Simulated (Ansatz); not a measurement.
# Calculations on MoS$_{2}$

**1. Relaxation**

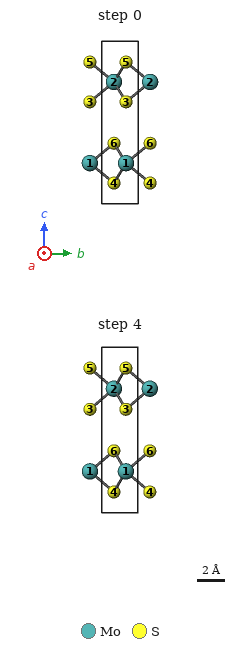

The structure of a crystal of MoS₂ (set up in P6_3/mmc) (coarse preliminary run) before (top) and after (bottom) a relaxation, at one scale.

The picture is a ball-and-stick view of the cell of the calculation, seen along the a axis.

Method: Ansatz 0.2.0, DFT PBEsol, scalar-relativistic, plane waves, PAW. (plane-wave cutoff 420 eV; k-point mesh 6 × 6 × 2; occupations gaussian; smearing width 0.1 eV; no spin polarisation; cell and atoms relaxed; force threshold 0.05 eV/Å; at most 80 steps)

Q: Describe what moved and what it gained.

A: The largest moves relative to the cell, 0.026 Å, are those of S3, S4, S5 and S6. S4 goes along −c. Mo stays in place. The drawn cell changes as follows: a = b 3.161 → 3.141 Å (−0.6 %), c 12.295 → 12.523 Å (+1.9 %); the volume changes by +0.5 %. Near-neighbour distances that change, for instance: Mo1–S4 2.366 → 2.392 Å. Among the angles between lasting bonds that change: S3–Mo2–S5 79.1° → 81.4°. The space group stays P6_3/mmc (No. 194). The energy falls by 15.7 meV per atom in 2 accepted moves (4 points after the start). Largest force component: 0.94 eV/Å at the start, 0.0059 eV/Å at the end. Pressure: 3.87 GPa at the start and 0.04 GPa at the end. The line search rejected the trial step at point 1 of the run. The SCF was repeated once at an unchanged geometry on a basis and grid sized afresh for the cell, which shifted the energy by less than 0.05 meV per atom at most.

**2. Relaxation**

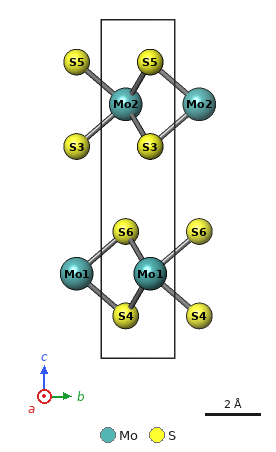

Crystalline MoS$_{2}$ (set up in P6_3/mmc), before the relaxation. Style: ball-and-stick. Shown: the cell of the calculation, along the a axis.

The calculation used Ansatz 0.2.0, DFT PBEsol, scalar-relativistic, plane waves, PAW.

Input
```yaml
crystal:
  lattice:
    - [3.1406367645, 0.0, 0.0]
    - [-1.5703183823, 2.7198712222, 0.0]
    - [0.0, 0.0, 12.5226634326]
  atoms:
    - { symbol: Mo, position: [0.3333333333, 0.6666666667, 0.25] }
    - { symbol: Mo, position: [0.6666666667, 0.3333333333, 0.75] }
    - { symbol: S, position: [0.3333333333, 0.6666666667, 0.6254538962] }
    - { symbol: S, position: [0.6666666667, 0.3333333333, 0.1254538962] }
    - { symbol: S, position: [0.3333333333, 0.6666666667, 0.8745461038] }
    - { symbol: S, position: [0.6666666667, 0.3333333333, 0.3745461038] }
basis:
  ecutwfc: 420
kpoints:
  mp_grid: { grid: [12, 12, 4] }
hamiltonian:
  xc: pbesol
scf:
  occupations: { method: gaussian, width: 0.02 }
output:
  forces: true
  stress: true
  eigenvalues: true
relax:
  adjacent_minimum: "off"
  f_tol: 0.005
  max_steps: 80
  cell: { stress_tol: 0.05 }
```

Run as
```bash
ansatz run input.yaml --threads 2 --pin off --max-ram 5120MiB --backend cpu --events-out ev --progress --plain --runs-dir out
```

**What does the optimiser find from here?**

Over 3 accepted moves (4 points after the start) the energy falls by less than 0.05 meV per atom. The largest force component goes from 0.0098 to 0.00096 eV/Å. The pressure goes from 0.05 to 0.00 GPa. At 1 point the geometry stayed and the basis and grid were re-selected for the new cell (energy shift of less than 0.05 meV per atom at most each time). The largest moves relative to the cell, 0.008 Å, are those of S3, S4, S5 and S6. S4 goes along +c. Mo stays in place. Cell: a = b unchanged at 3.141 Å, c 12.523 → 12.579 Å (+0.4 %). Volume +0.5 %. The space group stays P6_3/mmc (No. 194).

**3. Scan**

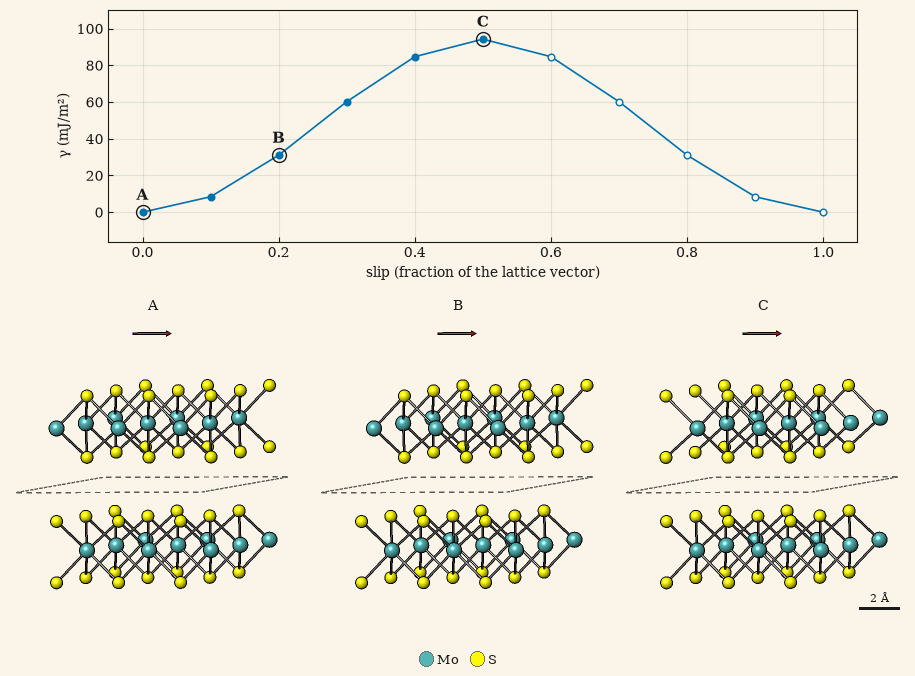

Crystalline MoS2 (P6_3/mmc): the crystal above a cut along the (0 0 1) plane of the conventional cell (between a plane of S below and one of S above, 3.17 Å apart) is slid rigidly by fractions of an in-plane lattice vector 3.14 Å long (a generalised stacking fault). One cut stands in each cell, which starts 12.6 Å high; nothing is relaxed, and the dashed outline marks the cut, the arrow on top the direction of slip. The lettered frames are marked on the plot. Hollow markers are points alike by symmetry, not computed again. Style: ball-and-stick. Shown: the layers on both sides of the cut, from the side, nearly along the cut plane.

These are results of DFT PBEsol, scalar-relativistic, plane waves, PAW in Ansatz, not measurements. Settings: plane-wave cutoff 420 eV; k-point mesh 10 × 10 × 2; occupations gaussian; smearing width 0.05 eV; no spin polarisation. Energies (free energies at the smearing named) are counted from the relaxed crystal.

Q: Describe the profile.

A: The curve starts and ends at zero, since a full lattice vector restores the crystal. Its highest computed point is 94.3 mJ/m² at slip 0.50, which the unstable stacking-fault energy of this rigid path equals or slightly exceeds. No local minimum shows among the points, so there is no metastable fault on this line. The path is symmetric about half-way. Relaxation across the fault would lower the values.

The computed points:

```csv
slip (fraction of the lattice vector),γ (mJ/m²)
0.00,0.0
0.10,8.4
0.20,31.1
0.30,60.2
0.40,84.7
0.50,94.3
0.60,84.7
0.70,60.2
0.80,31.1
0.90,8.4
1.00,0.0
```

Points that are alike by symmetry were computed once.

**4. Scan**

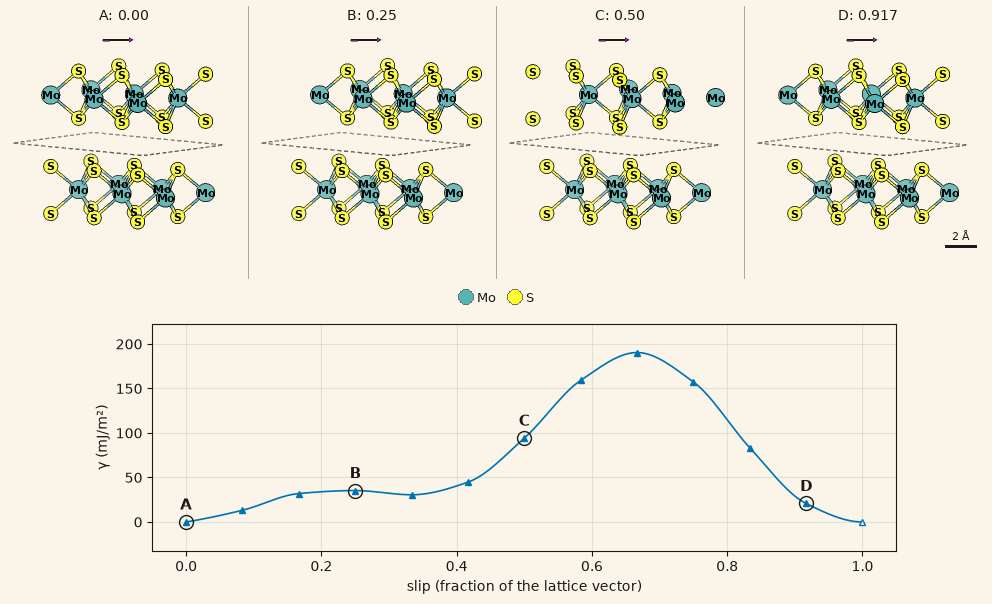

Solid MoS$_{2}$ (P6_3/mmc): the crystal above a cut along the (0 0 1) plane of the conventional cell (between a plane of S below and one of S above, 3.17 Å apart) is slid rigidly by fractions of an in-plane lattice vector 5.44 Å long (a generalised stacking fault). One cut stands in each cell, which starts 12.6 Å high; nothing is relaxed, and the dashed outline marks the cut, the arrow on top the direction of slip. The lettered frames are marked on the plot. Hollow markers are points alike by symmetry, not computed again. A ball-and-stick model of the layers on both sides of the cut, seen from the side, nearly along the cut plane.

Computed with DFT PBEsol, scalar-relativistic, plane waves, PAW (Ansatz 0.2.0). Settings: plane-wave cutoff 420 eV; k-point mesh 10 × 10 × 2; occupations gaussian; smearing width 0.05 eV; no spin polarisation. Energies (free energies at the smearing named) are counted from the relaxed crystal.

**What does the scan show?**

The curve starts and ends at zero, since a full lattice vector restores the crystal. Its highest computed point is 190.4 mJ/m² at slip 0.667, which the unstable stacking-fault energy of this rigid path equals or slightly exceeds. No local minimum shows among the points, so there is no metastable fault on this line. The path isn't symmetric about half-way. Relaxation across the fault would lower the values.

The computed points:

```csv
slip (fraction of the lattice vector),γ (mJ/m²)
0.000,0.0
0.083,13.2
0.167,31.9
0.250,35.3
0.333,30.5
0.417,44.8
0.500,94.2
0.583,159.0
0.667,190.4
0.750,157.3
0.833,83.5
0.917,20.8
1.000,0.0
```

Points that are alike by symmetry were computed once.
